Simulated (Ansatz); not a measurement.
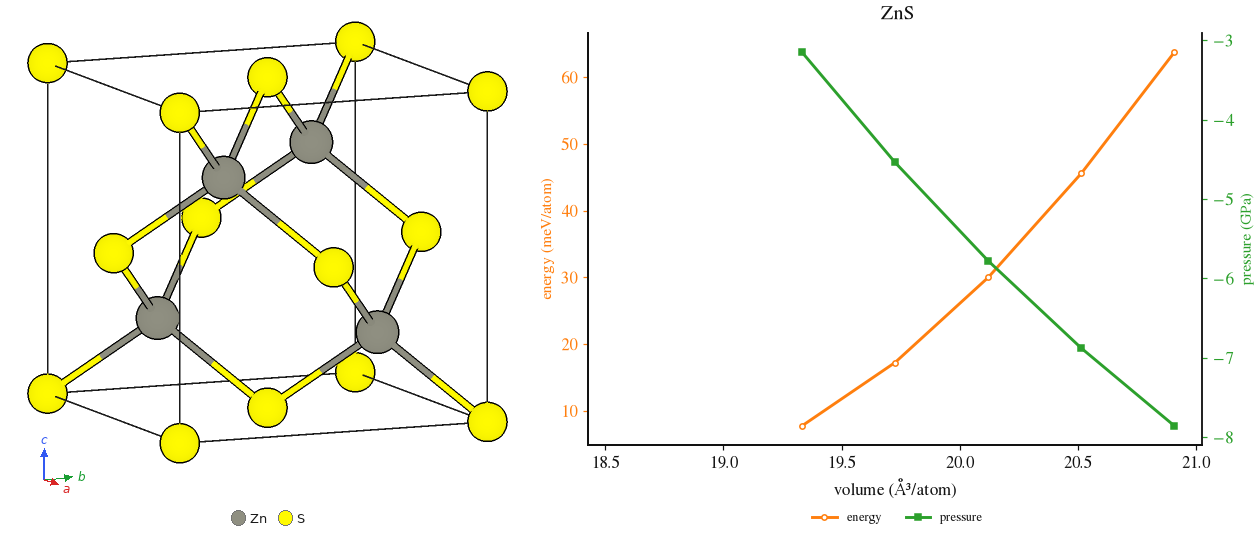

Plotted: energy and pressure against volume for ZnS, space group F-43m (No. 216). The conventional cell is drawn beside the plot.

Cell as given: a = 3.821 Å, b = 3.821 Å, c = 3.821 Å, α = 60.00°, β = 60.00°, γ = 60.00°; 2 atoms.

Computed with Ansatz 0.2.0: all-electron LAPW DFT, no spin polarisation; energies at scaled volumes of the given cell, shape and fractions fixed, counted from the fit's minimum, third-order Birch-Murnaghan fit. Level: LDA.

| setting | value |
| --- | --- |
| k mesh | 9×9×9 |
| occupations | Fermi–Dirac |
| smearing width | 0.05 eV |
| potentials | all electron LAPW, scalar relativistic |
| program settings | basis error eV/atom 0.001 |

The points at volume 18.54 Å³/atom and 18.94 Å³/atom are left out of the plot. What values does the calculation give there?

| volume (Å³/atom) | energy (meV/atom) | pressure (GPa) |
| --- | --- | --- |
| 18.54 | 0.02 | 0.16 |
| 18.94 | 1.82 | −1.59 |

Keep in mind: the fit and the printed pressures don't fully agree, or the minimum lies near the end of the range.
